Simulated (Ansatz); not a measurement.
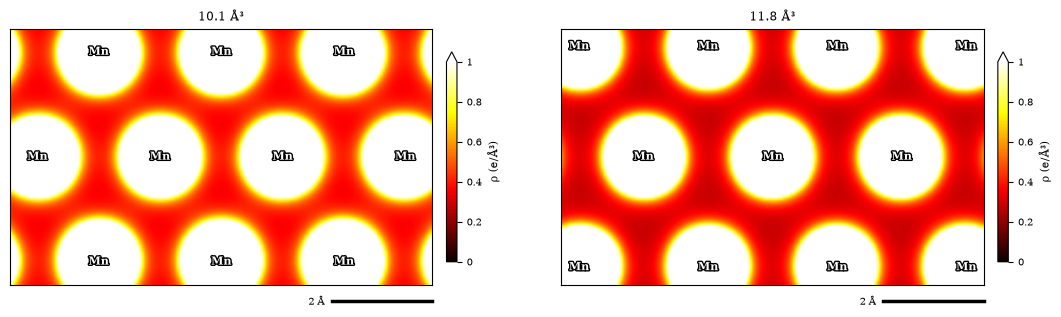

Mn. The valence electron density of cells scaled evenly to different volumes (given per atom above each panel), on the (101) plane of each (indices in the axes of the cell below), at one length scale and on one colour scale.

A generated structure, not necessarily the stable one; spin-polarised.

Method: DFT, PBEsol, plane waves (420 eV) with PAW, scalar-relativistic in Ansatz.

The largest cell:

```xyz
2
Lattice="2.5701 0.0000 0.0000 0.0000 2.5701 0.0000 0.0000 0.0000 3.5691" Properties=species:S:1:pos:R:3 pbc="T T T"
Mn    0.0000    0.0000    0.0000
Mn    1.2850    1.2850    1.7846
```

| volume (Å³/atom) | Mn–Mn contact in the plane (Å) | ρ at its midpoint (e/Å³) | pressure (GPa) | largest moment (μB) | 
| --- | --- | --- | --- | --- |
| 10.10 | 2.419 | 0.420 | 9.1 | 0.39 | 
| 11.37 | 2.516 | ? | ? | ? | 
| 11.79 | 2.547 | 0.333 | −13.4 | 1.92 | 

**Estimate the missing row, and compare with the calculation.**

Over the known rows ln ρ falls by 1.81 per Å of Mn–Mn distance (the line through the two), which gives 0.352 e/Å³ at 2.516 Å; the calculation gives 0.352 e/Å³. For the pressure, a straight line in volume between the neighbouring rows gives −7.8 GPa; the calculation gives −10.2, lower because pressure rises ever faster on compression. For the largest moment, a straight line in volume between the neighbouring rows gives 1.54 μB; the calculation gives 1.66.
